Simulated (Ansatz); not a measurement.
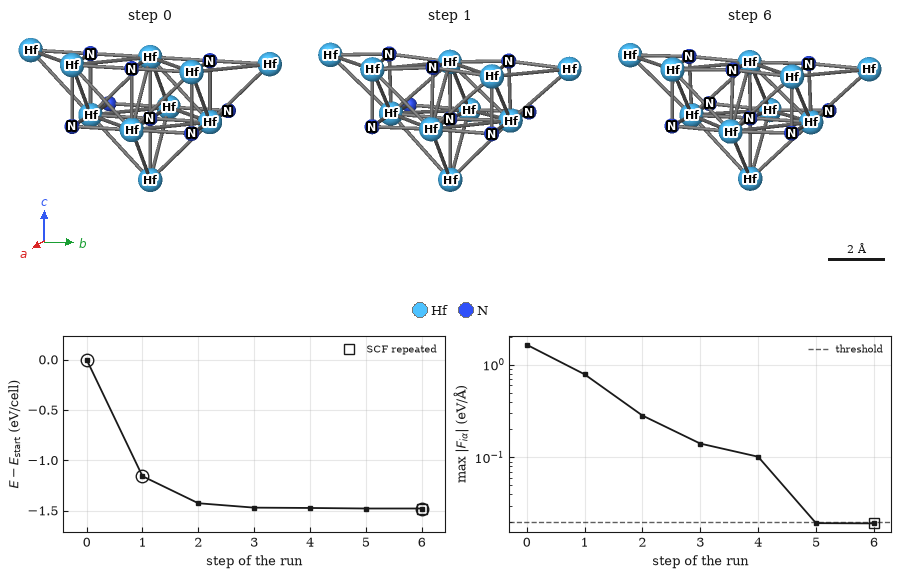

Frames of a constrained relaxation of a slab of composition HfN (cut from the Fm-3m phase), marked on the history of the run. The picture is a ball-and-stick view of the atoms within 5.0 Å of the atom that moves most (axes of the 1 × 2 repeat of the cell, outlined in the plane, without the vacuum (origin shifted)), seen slightly off an axis.

Case: stripe over 1 of 3 cells, two steps. 12 atoms are held fixed.

Method: DFT PBEsol, scalar-relativistic, plane waves, PAW in Ansatz.

Input
```yaml
crystal:
  lattice:
    - [13.5052255889, 0.0, 0.0]
    - [0.0, 4.501741863, 0.0]
    - [0.0, 0.0, 18.7526127945]
  atoms:
    - { symbol: Hf, position: [0.0, 0.0, 0.0799888536] }
    - { symbol: "N", position: [0.1666666667, 0.0, 0.0799888536] }
    - { symbol: Hf, position: [0.0, 0.5, 0.2000185773] }
    - { symbol: "N", position: [0.1666666667, 0.5, 0.2000185773] }
    - { symbol: Hf, position: [0.1666666667, 0.0, 0.2000185773] }
    - { symbol: "N", position: [0.0, 0.0, 0.2000185773] }
    - { symbol: Hf, position: [0.1666666667, 0.5, 0.0799888536] }
    - { symbol: "N", position: [0.0, 0.5, 0.0799888536] }
    - { symbol: Hf, position: [0.3333333333, 0.0, 0.0799888536] }
    - { symbol: "N", position: [0.5, 0.0, 0.0799888536] }
    - { symbol: Hf, position: [0.3333333333, 0.5, 0.2000185773] }
    - { symbol: "N", position: [0.5, 0.5, 0.2000185773] }
    - { symbol: Hf, position: [0.5, 0.0, 0.2000185773] }
    - { symbol: "N", position: [0.3333333333, 0.0, 0.2000185773] }
    - { symbol: Hf, position: [0.5, 0.5, 0.0799888536] }
    - { symbol: "N", position: [0.3333333333, 0.5, 0.0799888536] }
    - { symbol: Hf, position: [0.6666666667, 0.0, 0.0799888536] }
    - { symbol: "N", position: [0.8333333333, 0.0, 0.0799888536] }
    - { symbol: Hf, position: [0.6666666667, 0.5, 0.2000185773] }
    - { symbol: "N", position: [0.8333333333, 0.5, 0.2000185773] }
    - { symbol: Hf, position: [0.8333333333, 0.0, 0.2000185773] }
    - { symbol: "N", position: [0.6666666667, 0.0, 0.2000185773] }
    - { symbol: Hf, position: [0.8333333333, 0.5, 0.0799888536] }
    - { symbol: "N", position: [0.6666666667, 0.5, 0.0799888536] }
    - { symbol: Hf, position: [0.0, 0.0, 0.3200483009] }
    - { symbol: "N", position: [0.1666666667, 0.0, 0.3200483009] }
    - { symbol: Hf, position: [0.1666666667, 0.5, 0.3200483009] }
    - { symbol: "N", position: [0.0, 0.5, 0.3200483009] }
    - { symbol: Hf, position: [0.3333333333, 0.0, 0.3200483009] }
    - { symbol: "N", position: [0.5, 0.0, 0.3200483009] }
    - { symbol: Hf, position: [0.5, 0.5, 0.3200483009] }
    - { symbol: "N", position: [0.3333333333, 0.5, 0.3200483009] }
    - { symbol: Hf, position: [0.6666666667, 0.0, 0.3200483009] }
    - { symbol: "N", position: [0.8333333333, 0.0, 0.3200483009] }
    - { symbol: Hf, position: [0.8333333333, 0.5, 0.3200483009] }
    - { symbol: "N", position: [0.6666666667, 0.5, 0.3200483009] }
    - { symbol: Hf, position: [0.0, 0.5, 0.4400780246] }
    - { symbol: "N", position: [0.1666666667, 0.5, 0.4400780246] }
    - { symbol: Hf, position: [0.1666666667, 0.0, 0.4400780246] }
    - { symbol: "N", position: [0.0, 0.0, 0.4400780246] }
basis:
  ecutwfc: 420
kpoints:
  mp_grid: { grid: [3, 8, 1] }
hamiltonian:
  xc: pbesol
scf:
  occupations: { method: gaussian, width: 0.1 }
output:
  forces: true
  eigenvalues: true
  populations: true
relax:
  adjacent_minimum: "off"
  f_tol: 0.02
  max_steps: 45
  constraints: [{ sites: [0, 1, 6, 7, 8, 9, 14, 15, 16, 17, 22, 23] }]
efield:
  axis: 3
  dipole_correction: true
  ramp_width: 0.04
```

Run as
```bash
ansatz run input.yaml --threads 4 --pin off --max-ram 11264MiB --backend cpu --events-out ev --progress --plain --runs-dir out
```

What happens along the run?

Answer. After 5 accepted moves (6 points after the start) the energy has fallen by 1.479 eV per cell of the calculation. The largest force component goes from 1.6 to 0.019 eV/Å. 1 step only repeated the SCF at the same geometry. The largest moves, 0.19 Å, are those of Hf37 and Hf39. Hf37 goes at 19° to the normal (−c side). By element the largest moves are Hf 0.19 Å, N 0.17 Å. The lattice vectors keep their values. Some distances before and after: Hf37–N38 2.251 → 2.048 Å, Hf25–Hf27 3.183 → 3.386 Å, N26–Hf39 2.251 → 2.059 Å, Hf25–N26 2.251 → 2.395 Å. Among the angles between lasting bonds that change: Hf25–N28–Hf25 180.0° → 172.7°, Hf35–N28–Hf37 90.0° → 95.4°, Hf27–N28–Hf35 180.0° → 175.2°. From step 0 to 1: Hf atoms move most (0.19 Å), energy −1.158 eV per cell of the calculation. From step 1 to 6: Hf atoms move most (0.10 Å), energy −0.321 eV per cell of the calculation.

```csv
step,"E − E(0), meV/atom","largest force component, eV/Å",note
0,0.00,1.6411,
1,-28.95,0.7867,
2,-35.67,0.2825,
3,-36.77,0.1407,
4,-36.85,0.1015,
5,-36.98,0.0195,
6,-36.98,0.0194,"same geometry, SCF repeated"
```
